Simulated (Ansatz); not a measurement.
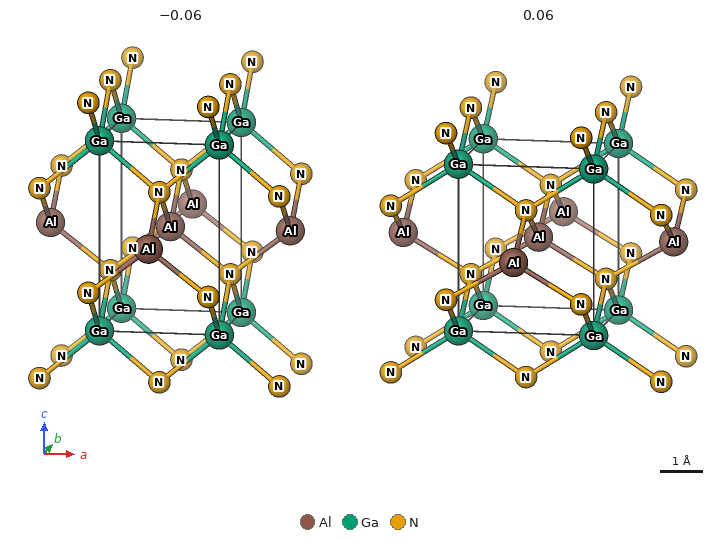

Crystalline AlGaN$_{2}$ (set up in P-4m2), under biaxial strain in the a–b plane (c and atoms relaxed), with energies (extrapolated to zero smearing) counted from the relaxed crystal, which is the row at zero. The picture shows the first and the last member. A ball-and-stick model of the cell of the calculation, seen slightly off an axis.

Computed with Ansatz 0.2.0: DFT r2SCAN, scalar-relativistic, plane waves, PAW. Set-up: plane-wave cutoff 500 eV; k-point mesh 8 × 8 × 6; occupations gaussian; smearing width 0.02 eV; no spin polarisation; force threshold 0.008 eV/Å.

```
strain  energy (meV/atom)  a (Å)  c (Å)  band gap (eV)
 −0.06              82.22  2.950  4.681           3.48
 −0.04              34.65  3.013  4.600           3.54
 −0.02               8.21  3.076  4.514           3.46
   0.0               0.00  3.139  4.422           3.37
  0.02                  ?      ?      ?              ?
  0.04              28.09  3.264  4.218           3.09
  0.06              60.08  3.327  4.105           2.87
```

Q: One row is withheld. What does the calculation give there?

A: A parabola through three neighbouring rows (0.0, 0.04, 0.06) gives, with Lagrange weights, (0.3333)(0.00) + (1.0000)(28.09) + (−0.3333)(60.08) = 8.07 meV/atom. The calculation gives 7.40 meV/atom (a = 3.201 Å, c = 4.324 Å). The estimate is 0.67 meV/atom too high. For the gap a parabola through the rows 0.0, 0.04, 0.06 gives 3.26 eV, and the calculation 3.28 eV (semilocal gaps, lower than measured ones as a rule). From the first member to the last: Ga–N 1.911 → 1.984 Å, Al–N 1.855 → 1.927 Å.

The whole series:

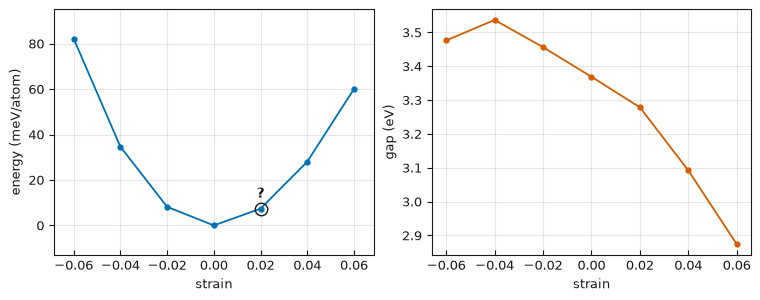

Each member starts from this one structure; whether another phase lies lower wasn't checked.
